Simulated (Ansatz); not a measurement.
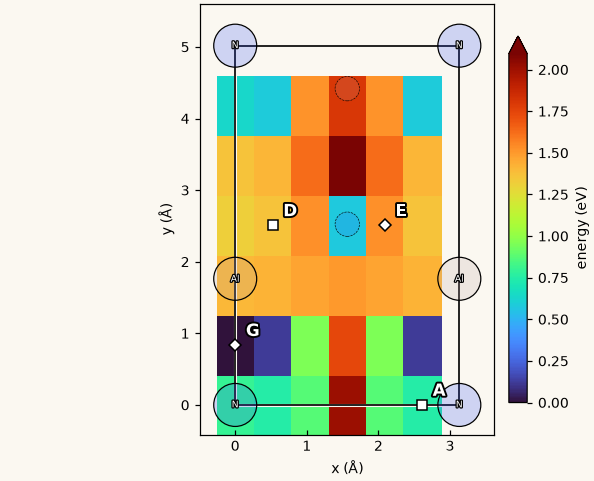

N on an AlN(100) slab cut from the P6_3mc phase, its upper half relaxed before the scan (8 atoms of substrate and one adsorbate in a 1 × 1 cell). N is moved over the surface cell; relaxed at each place: the height of the adsorbate's atoms; substrate rigid; the origin of the map has the adsorbate above N8. Places are given modulo a cell vector. The map is drawn in real space over the plane of the surface. Grid: 6 × 6 points; 24 points were computed and 12 follow by symmetry. All energies are given in eV relative to the lowest grid point. Energies and slopes of some neighbouring points disagree (a jump in structure or state, or too coarse a mesh). The relaxed height changes by up to 1.6 Å between neighbouring points. The magnetic moment jumps between some neighbouring points. With one adsorbate in each 1 × 1 cell, its nearest image is 3.1 Å away, so neighbouring adsorbates interact. Theory: DFT PBE, scalar-relativistic, plane waves, PAW (Ansatz 0.2.0). Settings: cutoff 420 eV, k-mesh 9×6×1, gaussian smearing 0.05 eV, spin-polarised.

Drawn: one coloured cell a grid point, labelled circles for the atoms of the top layer and small ones for the second layer, the outline of one cell of the plane, one colour for all values above the top of the scale, lettered points.

> Is G the lowest point of the computed grid?

Yes. G, at (0/6, 1/6) of the cell vectors [nearest 1 N at 1.60 Å], has the lowest energy of the grid.

> Rank the lettered points by energy, lowest first.

G (0.00 eV), A (0.75 eV), D (1.37 eV), E (1.53 eV).

PAW datasets: the set soft_1.
